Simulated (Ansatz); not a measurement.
# Ge8N: what the fields show

Input

```
crystal:
  lattice:
    - [-3.9169427465, 3.9169427465, 2.7883658073]
    - [3.9169427465, -3.9169427465, 2.7883658073]
    - [3.9169427465, 3.9169427465, -2.7883658073]
  atoms:
    - { symbol: Ge, position: [0.2470154249, 0.9995100785, 0.7524946536] }
    - { symbol: Ge, position: [0.2470154249, 0.4945207714, 0.2475053464] }
    - { symbol: Ge, position: [0.5054792286, 0.7529845751, 0.7524946536] }
    - { symbol: Ge, position: [0.0004899215, 0.7529845751, 0.2475053464] }
    - { symbol: Ge, position: [0.7529845751, 0.0004899215, 0.2475053464] }
    - { symbol: Ge, position: [0.7529845751, 0.5054792286, 0.7524946536] }
    - { symbol: Ge, position: [0.4945207714, 0.2470154249, 0.2475053464] }
    - { symbol: Ge, position: [0.9995100785, 0.2470154249, 0.7524946536] }
    - { symbol: "N", position: [0.0, 0.0, 0.0] }
basis:
  ecutwfc: 420
kpoints:
  mp_grid: { grid: [8, 8, 8] }
hamiltonian:
  xc: pbe
scf:
  occupations: { method: gaussian, width: 0.1 }
output:
  forces: true
  stress: true
  eigenvalues: true
  write_density: true
  write_potential: true
  elf: true
  volumetric_format: npy
relax:
  adjacent_minimum: "off"
  f_tol: 0.01
  max_steps: 80
  cell: { stress_tol: 0.05 }
```

Launched as:

```sh
ansatz run input.yaml --threads 1 --pin off --max-ram 2560MiB --backend cpu --events-out ev --progress --plain --runs-dir out
```

Below, planes, directions and counts refer to the conventional cell (a = 7.85 Å, b = 7.85 Å, c = 5.52 Å, α = 90.00°, β = 90.00°, γ = 90.00°).

The fields are those of the run's last geometry, not of the input's.

Space group I4/mmm; a structure generated by program, which may or may not match a known phase; computed without spin polarisation.

Method: DFT PBE, scalar-relativistic, plane waves, PAW in Ansatz 0.2.0.

Core electrons are frozen (PAW), and the valence fields are smoothed inside the atomic spheres.

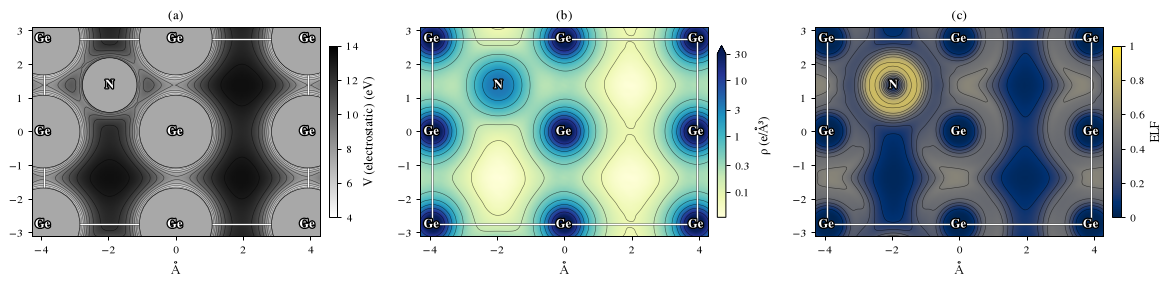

Figure 1. (a) electrostatic potential (local pseudopotential plus Hartree) felt by an electron; (b) valence electron density; (c) ELF on the (010) plane of the conventional cell. Grey discs cover the atomic cores in the potential map.

> What do the fields say about this system?

The plane passes through Ge and N nuclei. Ge–N (2.40 Å): ρ at the midpoint is about 0.32 e/Å³; the ELF peaks at about 0.80 in the valence shell of N, 0.6 Å from its nucleus, and drops to about 0.25 between the two atoms. Between the atoms the lowest density in this plane is 0.04 e/Å³. Outside the cores the potential energy rises away from the atoms and is highest about 2.4 Å from the nearest atoms; its zero is arbitrary.

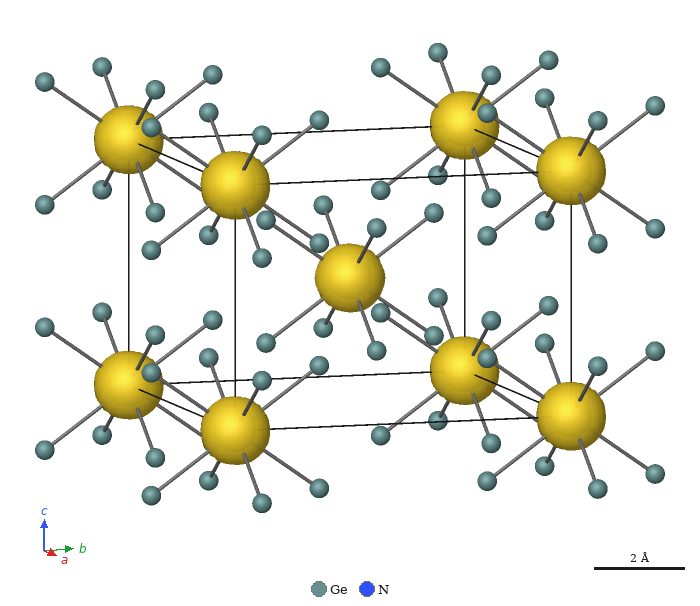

Figure 2. Isosurface of the ELF at 0.75 (yellow), seen slightly off an axis. Only the valence region is drawn (cores and ρ < 0.01 e/Å³ removed). Sticks mark near contacts.

> Describe the localisation domains.

At this value the surface marks out two regions wrapped around N (the valence shell of each), counted in one cell of 18 atoms. Any copies at cell faces, edges or corners count once.

> Does the calculation give a band gap?

It is metallic or semimetallic at this level of theory: no gap opens.
